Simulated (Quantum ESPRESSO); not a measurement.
## Energy of P along an even scaling of the cell

System: P (2 atoms in the cell).
Method: Kohn-Sham DFT of a periodic cell, PBE, SSSP 1.3 efficiency PBE, no spin polarisation (Quantum ESPRESSO 7.5).

The 7 runs differ only in the geometry, by an even scaling of the cell at fixed fractional positions. The structure derives from a Materials Project entry.

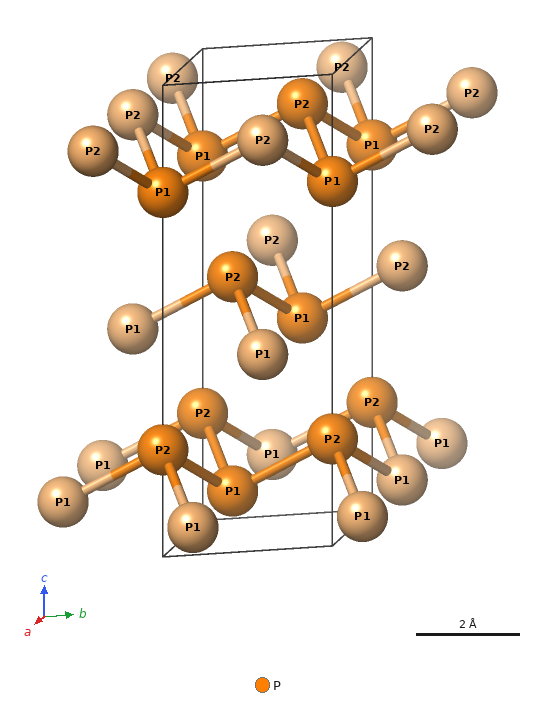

Figure 1. The structure of run 4 (ball-and-stick view of the cell 3 times as large as that of the calculation, set on its symmetry axes, seen slightly off an axis; neighbours outside the cell are drawn fainter; atoms are numbered from 1 in the order of the input).

**Input of run 4**
```
&CONTROL
  calculation = 'scf'
  prefix = 'pwscf'
  outdir = './tmp'
  pseudo_dir = './pseudo'
  tprnfor = .true.
  tstress = .true.
  disk_io = 'nowf'
/
&SYSTEM
  ibrav = 0
  nat = 2
  ntyp = 1
  ecutwfc = 55
  ecutrho = 440
  nbnd = 10
  occupations = 'smearing'
  smearing = 'fd'
  degauss = 0.00367493
/
&ELECTRONS
  conv_thr = 4d-10
  electron_maxstep = 120
  mixing_beta = 0.5
/
ATOMIC_SPECIES
P     30.9738 P.pbe-n-rrkjus_psl.1.0.0.UPF
CELL_PARAMETERS angstrom
   1.7257251780    0.9963478961    3.1296800121
  -1.7257251780    0.9963478961    3.1296800121
   0.0000000000   -1.9926957921    3.1296800121
ATOMIC_POSITIONS crystal
P      0.7729197500    0.7729197500    0.7729197500
P      0.2270802500    0.2270802500    0.2270802500
K_POINTS automatic
9 9 9 0 0 0
```

Command:
```bash
OMP_NUM_THREADS=1 pw.x -in pw.in > pw.out
```

Lattice vectors (Å) and fractional positions of run 4:
```
   1.725725    0.996348    3.129680
  -1.725725    0.996348    3.129680
   0.000000   -1.992696    3.129680
P   0.772920  0.772920  0.772920
P   0.227080  0.227080  0.227080
```

Run 5 differs from it as follows:
```diff
-   1.7257251780    0.9963478961    3.1296800121
-  -1.7257251780    0.9963478961    3.1296800121
-   0.0000000000   -1.9926957921    3.1296800121
+   1.7371541546    1.0029464188    3.1504069738
+  -1.7371541546    1.0029464188    3.1504069738
+   0.0000000000   -2.0058928376    3.1504069738
```

**Results, with one run withheld**

```csv
run,volume per atom (Å³),"free energy per atom, from the lowest run given (meV)",pressure (GPa)
1,15.175,30.42,8.32
2,15.498,16.15,5.90
3,15.821,6.42,3.77
4,16.144,0.76,1.89
5,16.467,?,?
6,16.789,0.00,−1.48
7,17.112,4.51,−2.99
```

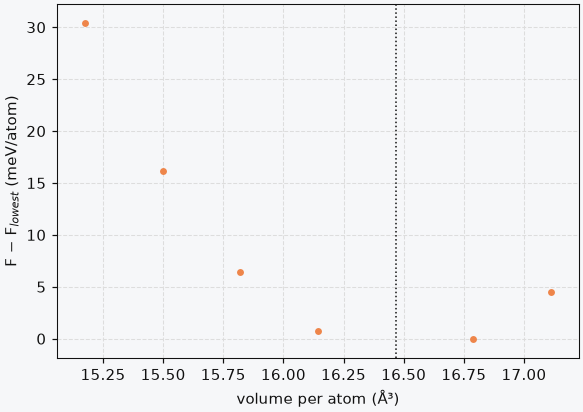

Figure 2. Free energy per atom of the runs given; the dotted line marks run 5.

Estimate the energy of run 5 from the others.

A cubic polynomial in V^(−2/3) (the Birch–Murnaghan form), fitted to the 6 runs given, misses them by at most 0.05 meV per atom. With x = V^(−2/3) − 0.15706 Å⁻², it reads F = 1.7403 + 2238.3 x + 4.0861e+05 x² − 4.7089e+05 x³ (meV per atom). At run 5 it gives −1.30 meV per atom, and the run itself gives −1.33. The slope of the fit gives a pressure −dF/dV of 0.14 GPa there, and the run prints 0.17 GPa. The fit has its minimum at 16.493 Å³ per atom, where V d²F/dV² gives 84.8 GPa. Cell shape and fractional positions are held, so this is the stiffness under even scaling; the relaxed bulk modulus wasn't computed.

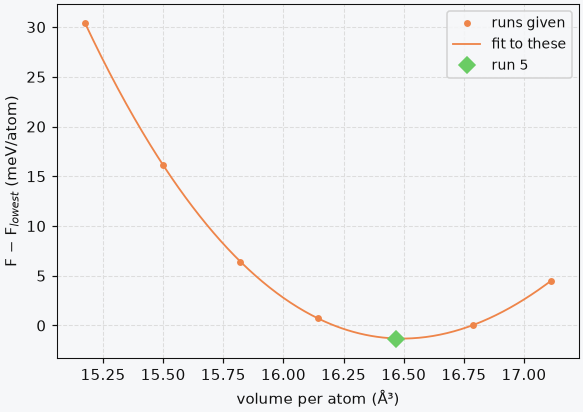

Figure 3. The fit and the withheld run.

**Some lines of the output (run 5)**
```
[...]
     unit-cell volume          =     222.2443 (a.u.)^3
     number of k points=    85  Fermi-Dirac smearing, width (Ry)=  0.0037
     total energy              =     -28.08269614 Ry
     total energy              =     -28.08252405 Ry
     total energy              =     -28.08259590 Ry
     total energy              =     -28.08260461 Ry
     total energy              =     -28.08260485 Ry
     the Fermi energy is     9.9429 ev
!    total energy              =     -28.08260485 Ry
     The total energy is F=E-TS. E is the sum of the following terms:
     Computing stress (Cartesian axis) and pressure
          total   stress  (Ry/bohr**3)                   (kbar)     P=        1.70
```
